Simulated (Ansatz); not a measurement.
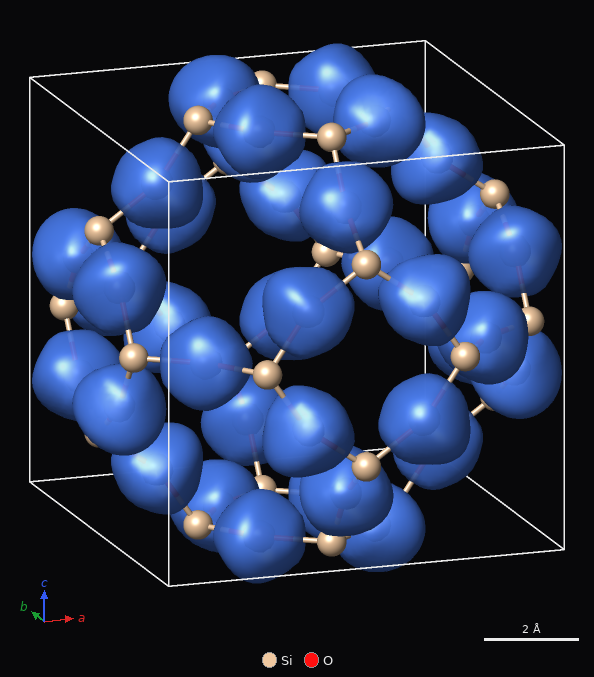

Figure. SiO₂. Isosurface of the electron localisation function at 0.65 (blue), seen slightly off an axis. Only the valence region is drawn (cores and ρ < 0.01 e/Å³ removed). Sticks mark near contacts.

Space group Im-3m; a structure from a database of computed crystals, not necessarily the ambient phase; computed pressure about 3 GPa in this cell.

All numbers below come from Ansatz, DFT, PBE, plane-wave PAW, default files, scalar-relativistic, frozen cores.

Core electrons are frozen (PAW), and the valence fields are smoothed inside the atomic spheres.

Question: Identify the bonds, lone pairs and shells in this picture.

Answer: The surface consists of 24 regions on O in which the atom's valence shell and bonds are merged, counted in one cell of 36 atoms. Regions shared between cells count once. Profiles from the grid: Si–O (1.61 Å): the ELF peaks at about 0.85 between the atoms (a shared but strongly polarised pair).

Question: Does the calculation make it a metal, or give it a gap?

Answer: It is gapped, with a Kohn–Sham gap of 5.5 eV on the k-point mesh, an upper bound to the gap of this method.
